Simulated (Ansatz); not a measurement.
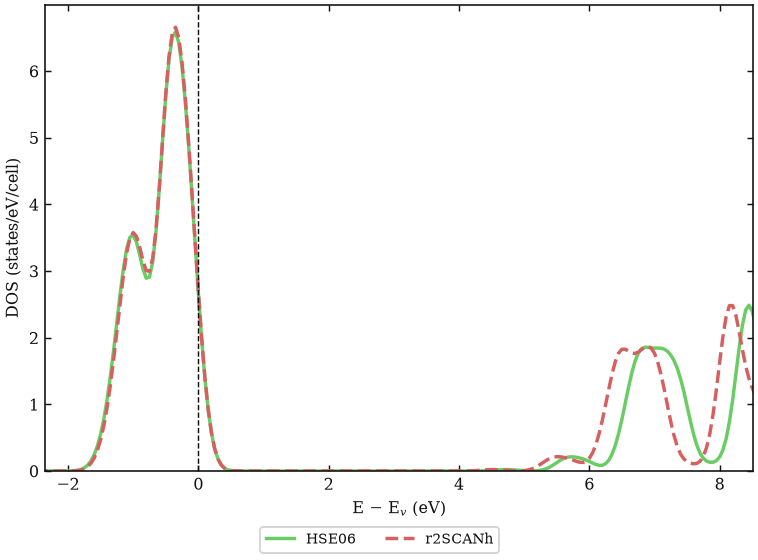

Total densities of states of CaO, space group F-43m (No. 216), 2 atoms in the cell, zincblende type, by two methods on the same cell. The curves are built from the levels of the k mesh with Gaussians 0.4 eV wide, which also blur the band edges. Each is counted from its own valence-band top.

Question: How do the methods compare?

Answer: HSE06 gives a gap of 4.73 eV and r2SCANh gives a gap of 4.52 eV.

Settings. HSE06: DFT, HSE06, plane waves, PAW, no spin polarisation, 6×6×6 k mesh, 420 eV cutoff (Ansatz). r2SCANh: DFT, r2SCANh, plane waves, PAW, no spin polarisation, 6×6×6 k mesh, 500 eV cutoff (Ansatz 0.2.0).
